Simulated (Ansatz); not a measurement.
## Run report: Mg5O6, geometry relaxation (part 2 of 2)

The same run, continued: Mg5O6 (slab, 11 atoms in the cell); DFT r2SCAN, scalar-relativistic, plane waves, PAW, no spin polarisation (Ansatz 0.2.0); cutoff 500 eV, 9×9×1 k-mesh, Gaussian smearing of 0.05 eV. The structure derives from an entry of the Crystallography Open Database. It belongs to a series of runs on one base structure; here: (1 1 1) slab, atoms relaxed.

Geometry of the input (Å; fractional positions):
```
2.9728  0.0000  0.0000
-1.4864  2.5745  0.0000
0.0000  0.0000  27.1365
O  0.3333  0.6667  0.2764
Mg 0.6667  0.3333  0.3211
O  0.0000  0.0000  0.3658
Mg 0.3333  0.6667  0.4106
O  0.6667  0.3333  0.4553
Mg 0.0000  0.0000  0.5000
O  0.3333  0.6667  0.5447
Mg 0.6667  0.3333  0.5894
O  0.0000  0.0000  0.6342
Mg 0.3333  0.6667  0.6789
O  0.6667  0.3333  0.7236
```

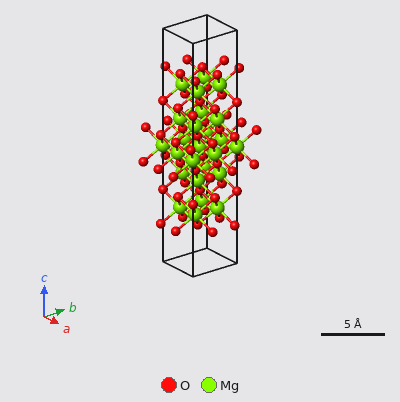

The geometry at step 1 of the log (ball-and-stick view of the 2 × 2 repeat of the cell, with the vacuum cut short, seen slightly off an axis; bonded neighbours outside the cell are drawn too).

### The program's output, continued
```
relax step   2: F+E_penalty+E_count = -13052.83612350 eV  Δ(F+E_penalty+E_count) = -7.486e-2 eV  max|allowed force component| = 8.828e-1 eV/Å  Δτ_max = 0.0349 Å  (8 SCF iters, dr2 threshold 6.54e-5 eV, accepted)
efield: sawtooth ramp at fractional position 0.9800 (handed on by an earlier solve), width 0.0400; the density the first Hamiltonian is built on has a dipole p = -0.000 e·Å; the dipole correction subtracts the counter field D = -7.21e-6 V/Å, which shifts the + side's vacuum level by +0.00 eV against the − side's; the planar-averaged density in the ramp window peaks in size at 2.2e-6 e/Å³
preconditioner: auto → LDOS  [metal: Δε(μ)=0.023 eV  Ē_g=16.364 eV  σ=0.050 eV  W_gap=0.25  n_scr=20 (ndim 8)  ℏωp=17.5 eV  f_vac=0.483  D(μ)=10.66/eV (n_scr^D=116)  β→1.0]
SCF 3 converged in 11 iterations: F = -13053.022236 eV  dr2 = 1.97e-5
relax step   3: F+E_penalty+E_count = -13053.02223579 eV  Δ(F+E_penalty+E_count) = -1.861e-1 eV  max|allowed force component| = 4.606e-1 eV/Å  Δτ_max = 0.1917 Å  (11 SCF iters, dr2 threshold 4.87e-5 eV, accepted)
efield: sawtooth ramp at fractional position 0.9800 (handed on by an earlier solve), width 0.0400; the density the first Hamiltonian is built on has a dipole p = 0.001 e·Å; the dipole correction subtracts the counter field D = 7.50e-4 V/Å, which shifts the + side's vacuum level by -0.02 eV against the − side's; the planar-averaged density in the ramp window peaks in size at 4.6e-6 e/Å³
preconditioner: auto → LDOS  [metal: Δε(μ)=0.009 eV  Ē_g=16.198 eV  σ=0.050 eV  W_gap=0.10  n_scr=20 (ndim 8)  ℏωp=17.5 eV  f_vac=0.488  D(μ)=21.82/eV (n_scr^D=276)  β→1.0]
SCF 4 converged in 10 iterations: F = -13053.026830 eV  dr2 = 2.19e-5
relax step   4: F+E_penalty+E_count = -13053.02682967 eV  Δ(F+E_penalty+E_count) = -4.594e-3 eV  max|allowed force component| = 3.780e-1 eV/Å  Δτ_max = 0.0579 Å  (10 SCF iters, dr2 threshold 5.78e-5 eV, accepted)
efield: sawtooth ramp at fractional position 0.9800 (handed on by an earlier solve), width 0.0400; the density the first Hamiltonian is built on has a dipole p = 0.000 e·Å; the dipole correction subtracts the counter field D = 1.69e-4 V/Å, which shifts the + side's vacuum level by -0.00 eV against the − side's; the planar-averaged density in the ramp window peaks in size at 1.8e-6 e/Å³
preconditioner: auto → LDOS  [metal: Δε(μ)=0.020 eV  Ē_g=16.350 eV  σ=0.050 eV  W_gap=0.22  n_scr=20 (ndim 8)  ℏωp=17.5 eV  f_vac=0.487  D(μ)=18.04/eV (n_scr^D=196)  β→1.0]
SCF 5 converged in 8 iterations: F = -13053.042726 eV  dr2 = 1.88e-5
relax step   5: F+E_penalty+E_count = -13053.04272597 eV  Δ(F+E_penalty+E_count) = -1.590e-2 eV  max|allowed force component| = 1.237e-2 eV/Å  Δτ_max = 0.0312 Å  (8 SCF iters, dr2 threshold 3.89e-5 eV, accepted)
efield: sawtooth ramp at fractional position 0.9800 (handed on by an earlier solve), width 0.0400; the density the first Hamiltonian is built on has a dipole p = -0.000 e·Å; the dipole correction subtracts the counter field D = -5.30e-5 V/Å, which shifts the + side's vacuum level by +0.00 eV against the − side's; the planar-averaged density in the ramp window peaks in size at 9.4e-7 e/Å³
preconditioner: auto → LDOS  [metal: Δε(μ)=0.009 eV  Ē_g=16.239 eV  σ=0.050 eV  W_gap=0.10  n_scr=20 (ndim 8)  ℏωp=17.5 eV  f_vac=0.486  D(μ)=18.22/eV (n_scr^D=196)  β→1.0]
SCF 6 converged in 11 iterations: F = -13053.042739 eV  dr2 = 8.31e-8
relax step   6: F+E_penalty+E_count = -13053.04273871 eV  Δ(F+E_penalty+E_count) = -1.274e-5 eV  max|allowed force component| = 1.184e-2 eV/Å  Δτ_max = 0.0000 Å  (11 SCF iters, accepted)
iter 1 solved again at ethr=1.07e-10 eV; its pass at ethr=3.10e-3 eV (dr2=9.20e-8 eV) is discarded
SCF iter   1: F=—  HF=-13053.042739 eV  |F-HF|=—  |Δ(HF+E_count)|=         —  Δρ=2.23e-6  dr2=8.31e-8  dr2_τ=5.67e-10  ethr=1.07e-10  p=-0.000 e·Å  D=-1.90e-5 V/Å  ΔV_dip=0.00 eV  dr2_dipole=5.94e-8  V_vac-E_F(+/−)=9.72/9.72 eV  ⟨swp⟩=1.0  Hψ=2043  notcnv=0
efield: sawtooth ramp at fractional position 0.9800 (kept from the solve that this one continues, or follows in the run), width 0.0400; the density the first Hamiltonian is built on has a dipole p = -0.000 e·Å; the dipole correction subtracts the counter field D = -1.90e-5 V/Å, which shifts the + side's vacuum level by +0.00 eV against the − side's; the planar-averaged density in the ramp window peaks in size at 5.1e-7 e/Å³
preconditioner: auto → LDOS  [metal: Δε(μ)=0.009 eV  Ē_g=16.239 eV  σ=0.050 eV  W_gap=0.10  n_scr=20 (ndim 8)  ℏωp=17.5 eV  f_vac=0.486  D(μ)=18.24/eV (n_scr^D=196)  β→1.0]
SCF iter   2: F=—  HF=-13053.042739 eV  |F-HF|=—  |Δ(HF+E_count)|=  4.15e-10  Δρ=2.52e-6  dr2=1.43e-7  dr2_τ=2.40e-9  ethr=9.66e-11  p=-0.000 e·Å  D=-1.92e-5 V/Å  ΔV_dip=0.00 eV  dr2_dipole=1.04e-7  V_vac-E_F(+/−)=9.72/9.72 eV  ⟨swp⟩=10.8  Hψ=4123  notcnv=0
SCF iter   3: F=-13053.042739 eV  HF=-13053.042739 eV  |F-HF|=5.04e-9  |Δ(HF+E_count)|=   2.08e-9  Δρ=8.61e-7  dr2=3.10e-9  dr2_τ=9.35e-11  ethr=9.66e-11  p=-0.000 e·Å  D=-1.92e-5 V/Å  ΔV_dip=0.00 eV  dr2_dipole=2.46e-10  V_vac-E_F(+/−)=9.72/9.72 eV  ⟨swp⟩=8.6  Hψ=3753  notcnv=0
SCF 7 converged in 3 iterations: F = -13053.042739 eV  dr2 = 3.10e-9
WARN: The output density's exchange-correlation potential varies sharply where the density is thin. Do not read a vacuum level from v_tot or v_xc, or from such a field of the output density. On a cell that repeats whose density bears no net charge and no dipole along the vacuum's axis use v_es (v_loc + v_h of the components); under efield.dipole_correction with no amplitude use v_es + v_field, which holds any external_charges[].barrier, or the levels of the report's work_function block, which leave it out; under a non-zero efield.amplitude the vacuum is tilted and has no level; on a cell that repeats and bears such a dipole with no correction it is tilted too, and efield.dipole_correction with no amplitude gives each side of its ramp a level where efield: is served; in a cell that repeats whose density bears a net charge (total_charge, or a fill off its count) it is curved and has none; of a slab under crystal.periodic whose density bears no net charge use v_es, which has a level on each side, short of where the two are joined; of another it falls or rises all the way out and has none; of a slab beside external_charges read slab_vacuum_level instead, which it has where they leave it neutral. The grid or the basis barely resolves most such structure, and the values can differ between equally converged runs; as a rule a tighter scf.convergence.dr2_threshold does not remove it. Where the density itself ripples (under the LDA too) a higher basis.ecutwfc lessens it. The files hold the spikes' plane waves up to the density's cutoff. Files: v_tot_of_output_density and the like, and their columns of v_z.tsv (output.write_potential); v_xc_of_output_density and the like, and their columns of v_comp_z.tsv (output.write_potential_components). Measured: with its Gaussian average of σ = 0.25 Å subtracted twice, the exchange-correlation potential is over 0.1 eV at 6527 of the grid points where the equally averaged density (valence and model cores) is under 1e-3 e/Å³, and 0.367 eV at the most among them, at an averaged density of 5.2e-9 e/Å³. The input density's (outcome.potential() and, of a run that writes arrays, v_tot and v_xc) is over 0.1 eV, so measured, at 81 points of its own thin density, 0.444 eV at the most. See output.write_potential in the manual, Limitations
SCF converged after 3 iterations
Free energy (F): -13053.042739 eV
Harris-Foulkes:  -13053.042739 eV  (|F-HF|=5.04e-9)
Internal energy: -13053.019941 eV  (E = F + TS)
E sigma→0 (E₀):  -13053.031340 eV
Entropy (-TS):   -0.022798 eV (-2.073 meV/atom)
Fermi energy:    -1.414776 eV
Dipole field:    D = -0.000040 V/Å  (p = -0.000046 e·Å, saw-weighted, corrected)
Work function:   Φ+ = 9.7175 eV   Φ− = 9.7165 eV
Levels:          The Fermi level and band energies are counted from a zero that moves with the ramp; work functions are not
--- Per-component energies (eV) ---
  E_band       = -2336.546765
  E_kinetic    = 1451.763439
  E_local      = -116705.528032  (includes V_loc(G=0)·N_el)
  E_nonlocal   = 762.281006
  E_hartree    = 56687.434009
  E_xc         = -584.881200
  E_vxc        = -845.505835  (∫ρ·V_xc dr)
  E_paw        = -2437.281420  (= ΣΔE_a)
  E_vpaw       = -430.361145  (= ΣTr[D̂ρ^β])
  E_aug_tail   = 0.006152  (compensation charges beyond the density's cutoff)
  E_vtau       = 55.943684  (kinetic-family band-sum trace: ∫τ·v_τ [+ j·A + Jᵃ·Aᵃ] dr)
  E_efield     = 0.000000  (sawtooth field / dipole correction)
  E_vefield    = 0.000000  (∫n·V_field dr)
  E_ewald      = 47773.508791
  E_core_change = -0.322686  (= ΣΔE_core)
  E_smearing   = -0.022798  (= −TS)
  E_closure    = -0.000000  (closes the sum)
  Σ components = -13053.042739   (vs F -13053.042739, Δ=0.00e0)
--- Forces (eV/Å), atoms counted from 1 ---
  atom   1  O      0.00000000    -0.00000000     0.01190375
  atom   2  Mg     0.00000000     0.00000000    -0.00899471
  atom   3  O      0.00000000    -0.00000000    -0.01072565
  atom   4  Mg    -0.00000000     0.00000000     0.00701103
  atom   5  O      0.00000000    -0.00000000    -0.00664814
  atom   6  Mg    -0.00000000    -0.00000000    -0.00121680
  atom   7  O     -0.00000000     0.00000000     0.00906869
  atom   8  Mg     0.00000000    -0.00000000    -0.00852663
  atom   9  O     -0.00000000     0.00000000     0.00836533
  atom  10  Mg     0.00000000    -0.00000000     0.01146054
  atom  11  O     -0.00000000     0.00000000    -0.01169685
  max |Σ_I F_I| component: 5.74e-7 eV/Å
--- Band table (eV; the first three rows and the last of 12) ---
  k-point 0: bands = ["-76.6700", "-76.5391", "-76.5378", "-75.7093", "-75.7090", "-41.8035", "-41.7572", "-41.7572", "-41.6657", "-41.6588", "-41.6271", "-41.6271", "-41.6258", "-41.6258", "-40.8325", "-40.8322", "-40.8002", "-40.8002", "-40.7999", "-40.7999", "-19.9342", "-19.6280", "-19.2497", "-18.9029", "-18.1624", "-18.1468", "-6.0436", "-5.1418", "-4.0343", "-2.8807", "-2.4052", "-2.4052", "-2.1945", "-2.1945", "-1.9676", "-1.9676", "-1.8301", "-1.8301", "-1.7091", "-1.4269", "-1.1596", "-1.1596", "-1.1581", "-1.1581", "4.6076", "5.8107", "6.7643", "7.1239", "8.0839", "8.1498", "8.7660", "9.3956", "10.0581", "10.9813"]
  k-point 1: bands = ["-76.6693", "-76.5385", "-76.5371", "-75.7086", "-75.7083", "-41.8013", "-41.7652", "-41.7589", "-41.6636", "-41.6579", "-41.6347", "-41.6333", "-41.6288", "-41.6274", "-40.8310", "-40.8307", "-40.8087", "-40.8084", "-40.8020", "-40.8017", "-19.8187", "-19.5242", "-19.1646", "-18.8435", "-18.1123", "-18.0999", "-5.8988", "-5.0733", "-4.0916", "-3.1508", "-2.8123", "-2.5611", "-2.4958", "-2.4934", "-2.2807", "-2.1547", "-2.0514", "-1.9133", "-1.6686", "-1.6470", "-1.3698", "-1.2736", "-1.2186", "-1.2171", "5.2065", "6.3286", "7.2652", "7.6691", "8.3967", "8.4718", "9.0885", "9.7420", "10.3826", "11.2541"]
  k-point 2: bands = ["-76.6676", "-76.5368", "-76.5355", "-75.7069", "-75.7066", "-41.7960", "-41.7851", "-41.7633", "-41.6590", "-41.6570", "-41.6537", "-41.6510", "-41.6331", "-41.6317", "-40.8325", "-40.8323", "-40.8248", "-40.8245", "-40.8067", "-40.8064", "-19.5072", "-19.2474", "-18.9426", "-18.6955", "-17.9836", "-17.9779", "-5.5267", "-5.0091", "-4.4922", "-3.9933", "-3.7166", "-3.5744", "-2.9946", "-2.7063", "-2.5604", "-2.4896", "-2.2556", "-2.2494", "-2.1174", "-2.1131", "-1.4216", "-1.3779", "-1.3646", "-1.3633", "6.4362", "7.4289", "8.3447", "8.8135", "9.2420", "9.3246", "9.9530", "10.6130", "10.8145", "11.3434"]
  k-point 11: bands = ["-76.6637", "-76.5329", "-76.5315", "-75.7026", "-75.7023", "-41.8030", "-41.8030", "-41.7834", "-41.6726", "-41.6711", "-41.6700", "-41.6698", "-41.6491", "-41.6478", "-40.8558", "-40.8555", "-40.8455", "-40.8452", "-40.8160", "-40.8157", "-18.5355", "-18.5349", "-18.4062", "-18.4051", "-17.6515", "-17.6515", "-5.2299", "-5.1949", "-5.1946", "-4.7691", "-4.7686", "-4.6742", "-4.2845", "-4.2836", "-3.7838", "-3.6147", "-3.0820", "-3.0818", "-2.6522", "-2.6519", "-2.3291", "-2.2709", "-1.4797", "-1.4796", "9.9174", "9.9183", "10.3430", "10.5675", "11.6115", "11.6124", "11.9031", "11.9033", "12.1098", "12.4396"]
--- Relaxed structure (6 steps of the walk, 6 accepted, 0 SCFs on fresh bases) ---
  F+E_penalty+E_count = -13053.04273871 eV   max|allowed force component| = 1.184e-2 eV/Å
  atoms:
    - { symbol: O, position: [0.3333333333333333, 0.6666666666666666, 0.2840381271031705] }
    - { symbol: Mg, position: [0.6666666666666667, 0.3333333333333333, 0.318586677173832] }
    - { symbol: O, position: [3.2586662575625366e-19, -4.771018530866877e-19, 0.36749893932807054] }
    - { symbol: Mg, position: [0.3333333333333333, 0.6666666666666666, 0.4101163911482421] }
    - { symbol: O, position: [0.6666666666666667, 0.3333333333333333, 0.4555381399504894] }
    - { symbol: Mg, position: [5.9152639463754235e-22, -8.66054740974913e-22, 0.5000030329246961] }
    - { symbol: O, position: [0.3333333333333333, 0.6666666666666666, 0.5444590371595612] }
    - { symbol: Mg, position: [0.6666666666666667, 0.3333333333333333, 0.589888854799538] }
    - { symbol: O, position: [-3.24986796835608e-19, 4.75813694155637e-19, 0.6325055718060121] }
    - { symbol: Mg, position: [0.3333333333333333, 0.6666666666666666, 0.6814055571457664] }
    - { symbol: O, position: [0.6666666666666667, 0.3333333333333333, 0.7159596714606222] }
```

### Trajectory as extended XYZ (Å, eV, eV/Å), 6 frames, from step=1 to step=6
```
11
Lattice="2.9728 0.0000 0.0000 -1.4864 2.5745 0.0000 0.0000 0.0000 27.1365" Properties=species:S:1:pos:R:3:forces:R:3 step=1 energy=-13052.76126
O     0.0000    1.7164    7.5000    0.0000   0.0000   0.7714
Mg    1.4864    0.8582    8.7137    0.0000   0.0000  -1.0230
O     0.0000    0.0000    9.9273    0.0000   0.0000   0.3216
Mg    0.0000    1.7164   11.1410    0.0000   0.0000  -0.1058
O     1.4864    0.8582   12.3546    0.0000   0.0000   0.0459
Mg    0.0000    0.0000   13.5683    0.0000   0.0000   0.0000
O     0.0000    1.7164   14.7819    0.0000   0.0000  -0.0459
Mg    1.4864    0.8582   15.9956    0.0000   0.0000   0.1059
O     0.0000    0.0000   17.2092    0.0000   0.0000  -0.3217
Mg    0.0000    1.7164   18.4229    0.0000   0.0000   1.0233
O     1.4864    0.8582   19.6365    0.0000   0.0000  -0.7717
11
Lattice="2.9728 0.0000 0.0000 -1.4864 2.5745 0.0000 0.0000 0.0000 27.1365" Properties=species:S:1:pos:R:3:forces:R:3 step=2 energy=-13052.83612
O     0.0000    1.7164    7.5349    0.0000   0.0000   0.6619
Mg    1.4864    0.8582    8.7017    0.0000   0.0000  -0.8804
O     0.0000    0.0000    9.9302    0.0000   0.0000   0.3193
Mg    0.0000    1.7164   11.1393    0.0000   0.0000  -0.1342
O     1.4864    0.8582   12.3552    0.0000   0.0000   0.0463
Mg    0.0000    0.0000   13.5683    0.0000   0.0000  -0.0001
O     0.0000    1.7164   14.7814    0.0000   0.0000  -0.0463
Mg    1.4864    0.8582   15.9972    0.0000   0.0000   0.1339
O     0.0000    0.0000   17.2063    0.0000   0.0000  -0.3188
Mg    0.0000    1.7164   18.4348    0.0000   0.0000   0.8828
O     1.4864    0.8582   19.6016    0.0000   0.0000  -0.6643
11
Lattice="2.9728 0.0000 0.0000 -1.4864 2.5745 0.0000 0.0000 0.0000 27.1365" Properties=species:S:1:pos:R:3:forces:R:3 step=3 energy=-13053.02224
O     0.0000    1.7164    7.7232    0.0000   0.0000  -0.0194
Mg    1.4864    0.8582    8.6348    0.0000   0.0000   0.0645
O     0.0000    0.0000    9.9916    0.0000   0.0000  -0.3789
Mg    0.0000    1.7164   11.1026    0.0000   0.0000   0.4606
O     1.4864    0.8582   12.3555    0.0000   0.0000   0.0051
Mg    0.0000    0.0000   13.5683    0.0000   0.0000  -0.0025
O     0.0000    1.7164   14.7813    0.0000   0.0000   0.0026
Mg    1.4864    0.8582   16.0343    0.0000   0.0000  -0.4534
O     0.0000    0.0000   17.1463    0.0000   0.0000   0.3597
Mg    0.0000    1.7164   18.5032    0.0000   0.0000  -0.0753
O     1.4864    0.8582   19.4100    0.0000   0.0000   0.0372
11
Lattice="2.9728 0.0000 0.0000 -1.4864 2.5745 0.0000 0.0000 0.0000 27.1365" Properties=species:S:1:pos:R:3:forces:R:3 step=4 energy=-13053.02683
O     0.0000    1.7164    7.7338    0.0000   0.0000  -0.1032
Mg    1.4864    0.8582    8.6473    0.0000   0.0000   0.1407
O     0.0000    0.0000    9.9781    0.0000   0.0000   0.2094
Mg    0.0000    1.7164   11.1602    0.0000   0.0000  -0.3767
O     1.4864    0.8582   12.3823    0.0000   0.0000  -0.1635
Mg    0.0000    0.0000   13.5684    0.0000   0.0000   0.0061
O     0.0000    1.7164   14.7555    0.0000   0.0000   0.1443
Mg    1.4864    0.8582   15.9763    0.0000   0.0000   0.3780
O     0.0000    0.0000   17.1568    0.0000   0.0000  -0.1838
Mg    0.0000    1.7164   18.4902    0.0000   0.0000  -0.1563
O     1.4864    0.8582   19.4017    0.0000   0.0000   0.1049
11
Lattice="2.9728 0.0000 0.0000 -1.4864 2.5745 0.0000 0.0000 0.0000 27.1365" Properties=species:S:1:pos:R:3:forces:R:3 step=5 energy=-13053.04273
O     0.0000    1.7164    7.7078    0.0000   0.0000   0.0112
Mg    1.4864    0.8582    8.6453    0.0000   0.0000  -0.0078
O     0.0000    0.0000    9.9726    0.0000   0.0000  -0.0108
Mg    0.0000    1.7164   11.1291    0.0000   0.0000   0.0078
O     1.4864    0.8582   12.3617    0.0000   0.0000  -0.0090
Mg    0.0000    0.0000   13.5683    0.0000   0.0000  -0.0013
O     0.0000    1.7164   14.7747    0.0000   0.0000   0.0115
Mg    1.4864    0.8582   16.0075    0.0000   0.0000  -0.0093
O     0.0000    0.0000   17.1640    0.0000   0.0000   0.0082
Mg    0.0000    1.7164   18.4910    0.0000   0.0000   0.0120
O     1.4864    0.8582   19.4287    0.0000   0.0000  -0.0124
11
Lattice="2.9728 0.0000 0.0000 -1.4864 2.5745 0.0000 0.0000 0.0000 27.1365" Properties=species:S:1:pos:R:3:forces:R:3 step=6 energy=-13053.04274
O     0.0000    1.7164    7.7078    0.0000   0.0000   0.0118
Mg    1.4864    0.8582    8.6453    0.0000   0.0000  -0.0089
O     0.0000    0.0000    9.9726    0.0000   0.0000  -0.0107
Mg    0.0000    1.7164   11.1291    0.0000   0.0000   0.0070
O     1.4864    0.8582   12.3617    0.0000   0.0000  -0.0066
Mg    0.0000    0.0000   13.5683    0.0000   0.0000  -0.0012
O     0.0000    1.7164   14.7747    0.0000   0.0000   0.0091
Mg    1.4864    0.8582   16.0075    0.0000   0.0000  -0.0085
O     0.0000    0.0000   17.1640    0.0000   0.0000   0.0083
Mg    0.0000    1.7164   18.4910    0.0000   0.0000   0.0115
O     1.4864    0.8582   19.4287    0.0000   0.0000  -0.0118
```

### Key numbers

```json
{"quantity": "outcome", "value": "converged"}
{"quantity": "electrons treated", "value": "86"}
{"quantity": "free energy", "value": "−13053.0427 eV"}
{"quantity": "work function, top face", "value": "9.72 eV"}
{"quantity": "work function, bottom face", "value": "9.72 eV"}
{"quantity": "Fermi energy", "value": "−1.415 eV"}
{"quantity": "gap on the k-point mesh", "value": "none (metallic)"}
{"quantity": "final volume", "value": "207.69 Å³"}
{"quantity": "work function (upper face)", "value": "9.72 eV"}
{"quantity": "largest force (length of the vector) at the end", "value": "0.012 eV/Å"}
{"quantity": "hardware", "value": "1 thread of Intel Xeon Gold (Sapphire Rapids), 64 GiB of memory available, shared host"}
{"quantity": "wall time", "value": "2.1 min"}
{"quantity": "peak memory", "value": "0.98 GiB"}
```

### Remarks

The program warns: the exchange-correlation potential is rough where the density is thin.
